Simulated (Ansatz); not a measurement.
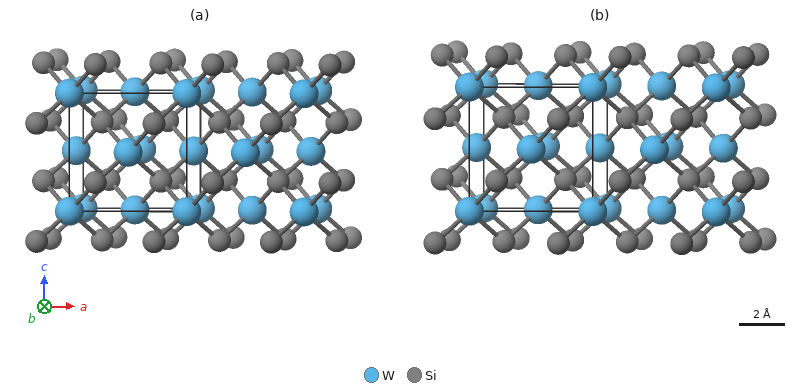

The structure of crystalline SiW (built on the zinc blende type) (coarse preliminary run) before (left) and after (right) a relaxation, at one scale.

The picture is a ball-and-stick view of the conventional cell (4 times the calculation's cell), repeated 2 × 1 × 1 with one cell outlined, seen from a free direction. Lengths and directions refer to the drawn axes.

The calculation used DFT PBEsol, scalar-relativistic, plane waves, PAW (Ansatz 0.2.0). (plane-wave cutoff 420 eV; k-point mesh 6 × 6 × 6; occupations gaussian; smearing width 0.1 eV; no spin polarisation; cell and atoms relaxed; force threshold 0.05 eV/Å; at most 80 steps)

**Summarise the run.**

After 2 accepted moves (3 points after the start) the energy has fallen by 203 meV per atom. All forces vanish by symmetry, so only the cell relaxes. The pressure goes from 24.49 to 0.34 GPa. At 1 point the geometry stayed and the basis and grid were re-selected for the new cell (energy shift of 1.0 meV per atom at most each time). No atom moves by more than 0.005 Å relative to the cell. The volume changes by +16.2 %, with a = b = c 5.251 → 5.521 Å (+5.1 %). Some distances before and after: Si–W 2.274 → 2.391 Å. The space group stays F-43m (No. 216). Cost: 12 s on 1 thread of Intel(R) Xeon(R) Processor @ 2.50GHz (Skylake/Cascade Lake) (shared host), peak memory 0.33 GiB.
